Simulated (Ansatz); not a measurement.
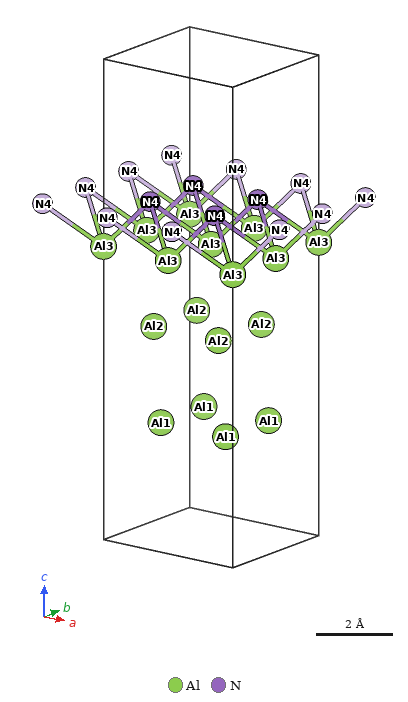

*The starting structure (ball-and-stick view of the 2 × 2 repeat of the cell, with the vacuum cut short, seen slightly off an axis; neighbours outside the cell are drawn fainter; atoms are numbered from 1 in the order of the input). An atom can appear more than once, as a periodic image.*

# Run report: Al$_{3}$N, geometry relaxation (part 1 of 2)

Al$_{3}$N (slab, 4 atoms in the cell), computed with DFT PBE, scalar-relativistic, plane waves, PAW, no spin polarisation (Ansatz 0.2.0).

The structure derives from an entry of the Crystallography Open Database. The input holds or restrains some coordinates. Forces given for the steps count only the free coordinates. Figures and captions count atoms from 1; the log counts them from 0 in places.

## The input
```yaml
crystal:
  lattice:
    - [2.8571514048, 0.0, 0.0]
    - [-1.4285757024, 2.474365699, 0.0]
    - [0.0, 0.0, 20.1016425018]
  atoms:
    - { symbol: Al, position: [0.6666666667, 0.3333333333, 0.1989887145] }
    - { symbol: Al, position: [0.3333333333, 0.6666666667, 0.3134533094] }
    - { symbol: Al, position: [0.0, 0.0, 0.4279074459] }
    - { symbol: "N", position: [0.5, 0.3333333333, 0.4897198159] }
basis:
  ecutwfc: 420
kpoints:
  mp_grid: { grid: [9, 9, 1] }
hamiltonian:
  xc: pbe
scf:
  occupations: { method: gaussian, width: 0.1 }
output:
  forces: true
  eigenvalues: true
  write_density: true
  write_potential: true
  elf: true
  volumetric_format: npy
relax:
  adjacent_minimum: "off"
  f_tol: 0.025
  max_steps: 16
  constraints: [{ sites: [0, 1, 2] }, { sites: [3], fix: xy }]
efield:
  axis: 3
  dipole_correction: true
  ramp_width: 0.04
```

Machine: 1 thread of Arm Neoverse V1, 24 GiB of memory available, shared host.

Launch command:
```bash
ansatz run input.yaml --threads 1 --pin off --max-ram 3072MiB --backend cpu --events-out ev --progress --plain --runs-dir out
```

## Output
```
Engine: ansatz 0.2.0, aarch64-unknown-linux-gnu
Pseudopotentials: kind: paw
Pseudopotential: Al, paw, valence charge 3, recommended cutoff 420 eV (normal), Al.paw.azcp
Pseudopotential: N, paw, valence charge 5, recommended cutoff 420 eV (normal), N.paw.azcp
Functional definition: PBE
  parameter kappa = 0.804
  parameter beta = 0.06672455060314922
  exchange = pbe_x(kappa = kappa, mu = beta*pi^2/3)
  correlation = pbe_c(beta = beta)
Crystal: 4 atoms, lattice volume = 142.111 Å³
Basis set: ecut = 420 eV, 2791 PW (Γ), exchange–correlation on 40×40×270 points (8 copies of the dense FFT grid, shifted against one another)
Bands: 11, of which v1, the nominal top of the filled ones, is band 7 counted from 1 (6 counted from 0)
Symmetry: 1 space group operations
Space group: P1 (ITA 1), of the structure as read, at distance tolerance 5.2e-5 Å
k-points: 41 of 81 (time reversal used)
Non-local potential: Al, projectors of the file, l = 0: 2, l = 1: 2, l = 2: 1
Non-local potential: N, projectors of the file, l = 0: 2, l = 1: 2, l = 2: 1
PAW form: soft (Blöchl's): semilocal exchange-correlation on the pseudo side does not see the compensation charge
PAW one-centre angular grid: Al, 110 points (default); XC on 64 Gauss nodes
PAW one-centre angular grid: N, 110 points (default); XC on 64 Gauss nodes
Initial density: superposition of atomic densities (neutral atoms: chi_scale 0, normalization atom), corrected by the library's trained network
Initial wavefunctions: pseudopotential atomic-orbital guess
Functional: x = pbe(κ = 0.804, μ = 0.2195149727645171), c = pbe(β = 0.06672455060314922)
SCF iter   1: F=—  HF=-1994.055889 eV  |F-HF|=—  |Δ(HF+E_count)|=         —  Δρ=1.53e-2  dr2=3.82e0  ethr=1.77e-3  p=-0.189 e·Å  D=-2.41e-1 V/Å  ΔV_dip=4.84 eV  dr2_dipole=1.79e0  V_vac-E_F(+/−)=8.47/3.64 eV  ⟨swp⟩=9.2  Hψ=4351  notcnv=0
efield: sawtooth ramp at fractional position 0.8244 (placed from the atoms, in the widest stretch of the axis that holds none; the zero of the levels goes with the place), width 0.0400; the density the first Hamiltonian is built on has a dipole p = -0.189 e·Å; the dipole correction subtracts the counter field D = -2.41e-1 V/Å, which shifts the + side's vacuum level by +4.84 eV against the − side's; the planar-averaged density in the ramp window peaks in size at 1.3e-4 e/Å³
preconditioner: auto → LDOS  [metal: Δε(μ)=0.006 eV  Ē_g=7.255 eV  σ=0.100 eV  W_gap=0.04  n_scr=10 (ndim 8)  ℏωp=11.7 eV  f_vac=0.512  D(μ)=3.22/eV (n_scr^D=12)  β→1.0]
SCF iter   2: F=—  HF=-1993.978504 eV  |F-HF|=—  |Δ(HF+E_count)|=   7.74e-2  Δρ=5.50e-3  dr2=8.88e-2  ethr=1.77e-3  p=-0.169 e·Å  D=-2.16e-1 V/Å  ΔV_dip=4.33 eV  dr2_dipole=3.38e-3  V_vac-E_F(+/−)=8.22/3.89 eV  ⟨swp⟩=1.3  Hψ=799  notcnv=0  defer=6
SCF iter   3: F=—  HF=-1993.976009 eV  |F-HF|=—  |Δ(HF+E_count)|=   2.50e-3  Δρ=1.42e-3  dr2=2.03e-2  ethr=6.34e-4  p=-0.166 e·Å  D=-2.11e-1 V/Å  ΔV_dip=4.25 eV  dr2_dipole=9.25e-3  V_vac-E_F(+/−)=8.22/3.97 eV  ⟨swp⟩=1.3  Hψ=464  notcnv=0  defer=7
SCF iter   4: F=—  HF=-1993.976010 eV  |F-HF|=—  |Δ(HF+E_count)|=   6.49e-7  Δρ=5.35e-4  dr2=6.00e-3  ethr=1.45e-4  p=-0.164 e·Å  D=-2.09e-1 V/Å  ΔV_dip=4.21 eV  dr2_dipole=2.73e-3  V_vac-E_F(+/−)=8.21/4.00 eV  ⟨swp⟩=1.3  Hψ=461  notcnv=0  defer=7
SCF iter   5: F=—  HF=-1993.975849 eV  |F-HF|=—  |Δ(HF+E_count)|=   1.61e-4  Δρ=4.26e-4  dr2=1.32e-3  ethr=4.29e-5  p=-0.163 e·Å  D=-2.07e-1 V/Å  ΔV_dip=4.17 eV  dr2_dipole=9.53e-6  V_vac-E_F(+/−)=8.19/4.02 eV  ⟨swp⟩=1.2  Hψ=473  notcnv=0  defer=7
SCF iter   6: F=—  HF=-1993.975789 eV  |F-HF|=—  |Δ(HF+E_count)|=   6.01e-5  Δρ=1.49e-4  dr2=2.21e-4  ethr=9.46e-6  p=-0.162 e·Å  D=-2.07e-1 V/Å  ΔV_dip=4.15 eV  dr2_dipole=8.35e-5  V_vac-E_F(+/−)=8.19/4.03 eV  ⟨swp⟩=1.5  Hψ=505  notcnv=0  defer=7
SCF iter   7: F=—  HF=-1993.975789 eV  |F-HF|=—  |Δ(HF+E_count)|=   6.32e-7  Δρ=6.34e-5  dr2=3.17e-5  ethr=1.58e-6  p=-0.162 e·Å  D=-2.06e-1 V/Å  ΔV_dip=4.15 eV  dr2_dipole=1.28e-5  V_vac-E_F(+/−)=8.19/4.04 eV  ⟨swp⟩=1.6  Hψ=527  notcnv=0  defer=7
SCF iter   8: F=-1993.975790 eV  HF=-1993.975790 eV  |F-HF|=5.86e-7  |Δ(HF+E_count)|=   1.24e-6  Δρ=2.14e-5  dr2=8.25e-7  ethr=1.12e-7  p=-0.162 e·Å  D=-2.06e-1 V/Å  ΔV_dip=4.15 eV  dr2_dipole=2.02e-7  V_vac-E_F(+/−)=8.19/4.04 eV  ⟨swp⟩=16.8  Hψ=4926  notcnv=0
SCF 1 converged in 8 iterations: F = -1993.975790 eV  dr2 = 8.25e-7
  Residual-converged pass: ⟨swp⟩=1.0  Hψ=616  notcnv=0  max |occ|·‖R‖ = 7.1e-9 eV (tolerance 1.0e-8 eV)  dr2=8.25e-7  dr2_onsite=1.35e-8  max |Δocc| = 2.5e-10
  greatest PAW one-centre occupation: 0.840 electrons in one spin orbital (limit 2), on the N atom at site 3 (counted from 0), in its partial waves of l = 0
relax step   1: F+E_penalty+E_count = -1993.97578990 eV  Δ(F+E_penalty+E_count) = +0.000e0 eV  max|allowed force component| = 1.655e0 eV/Å  Δτ_max = 0.0000 Å  (8 SCF iters, dr2 threshold 1.56e-5 eV, accepted)
Initial density: handed on by an earlier stage of this run
Initial wavefunctions: those handed on with the density
SCF iter   1: F=—  HF=-1994.092723 eV  |F-HF|=—  |Δ(HF+E_count)|=         —  Δρ=1.41e-2  dr2=2.04e0  ethr=3.10e-3  p=-0.162 e·Å  D=-2.06e-1 V/Å  ΔV_dip=4.15 eV  dr2_dipole=7.90e-1  V_vac-E_F(+/−)=8.29/4.14 eV  ⟨swp⟩=3.0  Hψ=1526  notcnv=0  defer=6
efield: sawtooth ramp at fractional position 0.8244 (handed on by an earlier solve), width 0.0400; the density the first Hamiltonian is built on has a dipole p = -0.162 e·Å; the dipole correction subtracts the counter field D = -2.06e-1 V/Å, which shifts the + side's vacuum level by +4.15 eV against the − side's; the planar-averaged density in the ramp window peaks in size at 5.9e-7 e/Å³
preconditioner: auto → LDOS  [metal: Δε(μ)=0.070 eV  Ē_g=7.474 eV  σ=0.100 eV  W_gap=0.37  n_scr=10 (ndim 8)  ℏωp=11.7 eV  f_vac=0.514  D(μ)=2.74/eV (n_scr^D=10)  β→1.0]
SCF iter   2: F=—  HF=-1994.056469 eV  |F-HF|=—  |Δ(HF+E_count)|=   3.63e-2  Δρ=5.50e-3  dr2=2.80e-1  ethr=3.10e-3  p=-0.165 e·Å  D=-2.11e-1 V/Å  ΔV_dip=4.23 eV  dr2_dipole=9.44e-2  V_vac-E_F(+/−)=8.23/4.00 eV  ⟨swp⟩=1.2  Hψ=801  notcnv=0  defer=3
SCF iter   3: F=—  HF=-1994.052457 eV  |F-HF|=—  |Δ(HF+E_count)|=   4.01e-3  Δρ=1.28e-3  dr2=9.59e-3  ethr=2.00e-3  p=-0.164 e·Å  D=-2.09e-1 V/Å  ΔV_dip=4.20 eV  dr2_dipole=3.17e-3  V_vac-E_F(+/−)=8.23/4.03 eV  ⟨swp⟩=1.2  Hψ=469  notcnv=0  defer=3
SCF iter   4: F=—  HF=-1994.051241 eV  |F-HF|=—  |Δ(HF+E_count)|=   1.22e-3  Δρ=2.59e-4  dr2=7.53e-4  ethr=6.85e-5  p=-0.163 e·Å  D=-2.08e-1 V/Å  ΔV_dip=4.17 eV  dr2_dipole=3.25e-4  V_vac-E_F(+/−)=8.20/4.02 eV  ⟨swp⟩=2.3  Hψ=733  notcnv=0  defer=3
SCF iter   5: F=-1994.051240 eV  HF=-1994.051274 eV  |F-HF|=3.43e-5  |Δ(HF+E_count)|=   3.32e-5  Δρ=8.30e-5  dr2=3.93e-5  ethr=7.14e-7  p=-0.163 e·Å  D=-2.07e-1 V/Å  ΔV_dip=4.17 eV  dr2_dipole=4.12e-6  V_vac-E_F(+/−)=8.19/4.02 eV  ⟨swp⟩=16.6  Hψ=5645  notcnv=0
SCF 2 converged in 5 iterations: F = -1994.051240 eV  dr2 = 3.93e-5
  Residual-converged pass: ⟨swp⟩=1.0  Hψ=615  notcnv=0  max |occ|·‖R‖ = 7.1e-9 eV (tolerance 1.0e-8 eV)  dr2=3.93e-5  dr2_onsite=2.91e-7  max |Δocc| = 1.9e-10
  greatest PAW one-centre occupation: 0.839 electrons in one spin orbital (limit 2), on the N atom at site 3 (counted from 0), in its partial waves of l = 0
relax step   2: F+E_penalty+E_count = -1994.05123978 eV  Δ(F+E_penalty+E_count) = -7.545e-2 eV  max|allowed force component| = 1.216e0 eV/Å  Δτ_max = 0.0524 Å  (5 SCF iters, dr2 threshold 1.00e-4 eV, accepted)
SCF iter   1: F=—  HF=-1994.341696 eV  |F-HF|=—  |Δ(HF+E_count)|=         —  Δρ=2.53e-2  dr2=5.00e0  ethr=3.10e-3  p=-0.163 e·Å  D=-2.07e-1 V/Å  ΔV_dip=4.17 eV  dr2_dipole=1.73e0  V_vac-E_F(+/−)=8.52/4.35 eV  ⟨swp⟩=4.1  Hψ=2008  notcnv=0  defer=5
efield: sawtooth ramp at fractional position 0.8244 (handed on by an earlier solve), width 0.0400; the density the first Hamiltonian is built on has a dipole p = -0.163 e·Å; the dipole correction subtracts the counter field D = -2.07e-1 V/Å, which shifts the + side's vacuum level by +4.17 eV against the − side's; the planar-averaged density in the ramp window peaks in size at 7.8e-7 e/Å³
preconditioner: auto → LDOS  [metal: Δε(μ)=0.062 eV  Ē_g=7.736 eV  σ=0.100 eV  W_gap=0.33  n_scr=10 (ndim 8)  ℏωp=11.7 eV  f_vac=0.520  D(μ)=1.51/eV (n_scr^D=8)  β→1.0]
SCF iter   2: F=—  HF=-1994.243067 eV  |F-HF|=—  |Δ(HF+E_count)|=   9.86e-2  Δρ=1.88e-2  dr2=4.71e0  ethr=3.10e-3  p=-0.169 e·Å  D=-2.16e-1 V/Å  ΔV_dip=4.33 eV  dr2_dipole=1.66e0  V_vac-E_F(+/−)=8.33/3.99 eV  ⟨swp⟩=2.1  Hψ=1104  notcnv=0  defer=1
SCF iter   3: F=—  HF=-1994.134377 eV  |F-HF|=—  |Δ(HF+E_count)|=   1.09e-1  Δρ=5.91e-3  dr2=4.53e-1  ethr=3.10e-3  p=-0.162 e·Å  D=-2.07e-1 V/Å  ΔV_dip=4.16 eV  dr2_dipole=1.61e-1  V_vac-E_F(+/−)=8.24/4.08 eV  ⟨swp⟩=1.7  Hψ=801  notcnv=0  defer=6
SCF iter   4: F=—  HF=-1994.126018 eV  |F-HF|=—  |Δ(HF+E_count)|=   8.36e-3  Δρ=1.60e-3  dr2=2.66e-2  ethr=3.10e-3  p=-0.163 e·Å  D=-2.07e-1 V/Å  ΔV_dip=4.17 eV  dr2_dipole=8.86e-3  V_vac-E_F(+/−)=8.24/4.08 eV  ⟨swp⟩=1.0  Hψ=524  notcnv=0  defer=6
SCF iter   5: F=—  HF=-1994.125277 eV  |F-HF|=—  |Δ(HF+E_count)|=   7.41e-4  Δρ=4.58e-4  dr2=2.14e-3  ethr=1.90e-4  p=-0.162 e·Å  D=-2.07e-1 V/Å  ΔV_dip=4.15 eV  dr2_dipole=8.63e-4  V_vac-E_F(+/−)=8.22/4.07 eV  ⟨swp⟩=1.5  Hψ=553  notcnv=0  defer=7
SCF iter   6: F=—  HF=-1994.125289 eV  |F-HF|=—  |Δ(HF+E_count)|=   1.24e-5  Δρ=1.24e-4  dr2=3.34e-5  ethr=6.61e-7  p=-0.162 e·Å  D=-2.06e-1 V/Å  ΔV_dip=4.14 eV  dr2_dipole=4.44e-6  V_vac-E_F(+/−)=8.20/4.06 eV  ⟨swp⟩=18.2  Hψ=5854  notcnv=0
SCF iter   7: F=-1994.125293 eV  HF=-1994.125294 eV  |F-HF|=1.05e-6  |Δ(HF+E_count)|=   5.09e-6  Δρ=3.68e-5  dr2=3.35e-6  ethr=2.39e-7  p=-0.162 e·Å  D=-2.06e-1 V/Å  ΔV_dip=4.14 eV  dr2_dipole=3.90e-7  V_vac-E_F(+/−)=8.20/4.06 eV  ⟨swp⟩=15.4  Hψ=4758  notcnv=0
SCF 3 converged in 7 iterations: F = -1994.125293 eV  dr2 = 3.35e-6
  greatest PAW one-centre occupation: 0.836 electrons in one spin orbital (limit 2), on the N atom at site 3 (counted from 0), in its partial waves of l = 0
relax step   3: F+E_penalty+E_count = -1994.12529302 eV  Δ(F+E_penalty+E_count) = -7.405e-2 eV  max|allowed force component| = 2.138e-1 eV/Å  Δτ_max = 0.1355 Å  (7 SCF iters, dr2 threshold 9.25e-5 eV, accepted)
iter 1 solved again at ethr=1.68e-3 eV; its pass at ethr=3.10e-3 eV (dr2=2.35e-1 eV) is discarded
SCF iter   1: F=—  HF=-1994.132167 eV  |F-HF|=—  |Δ(HF+E_count)|=         —  Δρ=4.78e-3  dr2=2.34e-1  ethr=1.68e-3  p=-0.162 e·Å  D=-2.06e-1 V/Å  ΔV_dip=4.14 eV  dr2_dipole=8.41e-2  V_vac-E_F(+/−)=8.16/4.02 eV  ⟨swp⟩=1.0  Hψ=1944  notcnv=0  defer=3
efield: sawtooth ramp at fractional position 0.8244 (handed on by an earlier solve), width 0.0400; the density the first Hamiltonian is built on has a dipole p = -0.162 e·Å; the dipole correction subtracts the counter field D = -2.06e-1 V/Å, which shifts the + side's vacuum level by +4.14 eV against the − side's; the planar-averaged density in the ramp window peaks in size at 6.5e-7 e/Å³
preconditioner: auto → LDOS  [metal: Δε(μ)=0.017 eV  Ē_g=7.446 eV  σ=0.100 eV  W_gap=0.09  n_scr=10 (ndim 8)  ℏωp=11.7 eV  f_vac=0.517  D(μ)=4.01/eV (n_scr^D=14)  β→1.0]
SCF iter   2: F=—  HF=-1994.127109 eV  |F-HF|=—  |Δ(HF+E_count)|=   5.06e-3  Δρ=1.12e-3  dr2=1.88e-3  ethr=1.67e-3  p=-0.162 e·Å  D=-2.06e-1 V/Å  ΔV_dip=4.15 eV  dr2_dipole=2.54e-4  V_vac-E_F(+/−)=8.20/4.05 eV  ⟨swp⟩=1.2  Hψ=463  notcnv=0  defer=3
SCF iter   3: F=—  HF=-1994.127277 eV  |F-HF|=—  |Δ(HF+E_count)|=   1.68e-4  Δρ=6.63e-4  dr2=1.58e-3  ethr=1.34e-5  p=-0.161 e·Å  D=-2.05e-1 V/Å  ΔV_dip=4.13 eV  dr2_dipole=3.11e-4  V_vac-E_F(+/−)=8.18/4.06 eV  ⟨swp⟩=2.9  Hψ=953  notcnv=0  defer=3
SCF iter   4: F=—  HF=-1994.127138 eV  |F-HF|=—  |Δ(HF+E_count)|=   1.40e-4  Δρ=1.03e-4  dr2=7.99e-5  ethr=1.13e-5  p=-0.162 e·Å  D=-2.06e-1 V/Å  ΔV_dip=4.14 eV  dr2_dipole=1.99e-5  V_vac-E_F(+/−)=8.20/4.05 eV  ⟨swp⟩=1.1  Hψ=453  notcnv=0  defer=3
iter 5 did not close the SCF: its close was put off until two iterations running show no level that it waits for move by more than its bar (scf_convergence_deferred on its scf_iter line)
SCF iter   5: F=-1994.127155 eV  HF=-1994.127156 eV  |F-HF|=1.17e-6  |Δ(HF+E_count)|=   1.87e-5  Δρ=4.75e-5  dr2=2.75e-6  ethr=2.04e-8  p=-0.162 e·Å  D=-2.07e-1 V/Å  ΔV_dip=4.15 eV  dr2_dipole=4.37e-9  V_vac-E_F(+/−)=8.21/4.05 eV  ⟨swp⟩=15.1  Hψ=5251  notcnv=0
SCF iter   6: F=-1994.127156 eV  HF=-1994.127156 eV  |F-HF|=3.31e-9  |Δ(HF+E_count)|=   1.35e-7  Δρ=6.71e-6  dr2=1.51e-7  ethr=1.96e-8  p=-0.162 e·Å  D=-2.07e-1 V/Å  ΔV_dip=4.15 eV  dr2_dipole=2.30e-10  V_vac-E_F(+/−)=8.21/4.05 eV  ⟨swp⟩=10.7  Hψ=4056  notcnv=0
SCF 4 converged in 6 iterations: F = -1994.127156 eV  dr2 = 1.51e-7
  greatest PAW one-centre occupation: 0.837 electrons in one spin orbital (limit 2), on the N atom at site 3 (counted from 0), in its partial waves of l = 0
relax step   4: F+E_penalty+E_count = -1994.12715613 eV  Δ(F+E_penalty+E_count) = -1.863e-3 eV  max|allowed force component| = 1.421e-2 eV/Å  Δτ_max = 0.0187 Å  (6 SCF iters, dr2 threshold 2.86e-6 eV, accepted)
iter 1 solved again at ethr=1.11e-9 eV; its pass at ethr=3.10e-3 eV (dr2=1.56e-7 eV) is discarded
SCF iter   1: F=—  HF=-1994.127164 eV  |F-HF|=—  |Δ(HF+E_count)|=         —  Δρ=7.21e-6  dr2=1.56e-7  ethr=1.11e-9  p=-0.162 e·Å  D=-2.07e-1 V/Å  ΔV_dip=4.15 eV  dr2_dipole=3.47e-9  V_vac-E_F(+/−)=8.21/4.05 eV  ⟨swp⟩=1.0  Hψ=1886  notcnv=0
efield: sawtooth ramp at fractional position 0.8244 (handed on by an earlier solve), width 0.0400; the density the first Hamiltonian is built on has a dipole p = -0.162 e·Å; the dipole correction subtracts the counter field D = -2.07e-1 V/Å, which shifts the + side's vacuum level by +4.15 eV against the − side's; the planar-averaged density in the ramp window peaks in size at 6.6e-7 e/Å³
preconditioner: auto → LDOS  [metal: Δε(μ)=0.026 eV  Ē_g=7.473 eV  σ=0.100 eV  W_gap=0.14  n_scr=10 (ndim 8)  ℏωp=11.7 eV  f_vac=0.518  D(μ)=3.81/eV (n_scr^D=14)  β→1.0]
SCF iter   2: F=-1994.127156 eV  HF=-1994.127156 eV  |F-HF|=3.91e-8  |Δ(HF+E_count)|=   7.35e-6  Δρ=3.46e-6  dr2=6.11e-8  ethr=7.14e-10  p=-0.162 e·Å  D=-2.07e-1 V/Å  ΔV_dip=4.15 eV  dr2_dipole=2.18e-8  V_vac-E_F(+/−)=8.21/4.05 eV  ⟨swp⟩=9.7  Hψ=3864  notcnv=0
SCF 5 converged in 2 iterations: F = -1994.127156 eV  dr2 = 6.11e-8
relax step   5: F+E_penalty+E_count = -1994.12715617 eV  Δ(F+E_penalty+E_count) = -3.833e-8 eV  max|allowed force component| = 1.423e-2 eV/Å  Δτ_max = 0.0000 Å  (2 SCF iters, accepted)
```

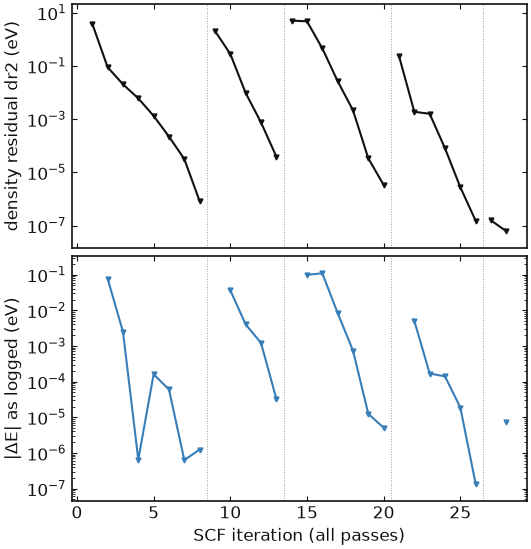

*Convergence of the self-consistent field: density residual dr2 and size of the energy change against the SCF iteration. The dotted lines part the SCF passes of the relaxation: geometry steps, rejected trials and re-solves on a re-selected basis.*

The 5 passes take 2 to 8 iterations each, 28 in all.
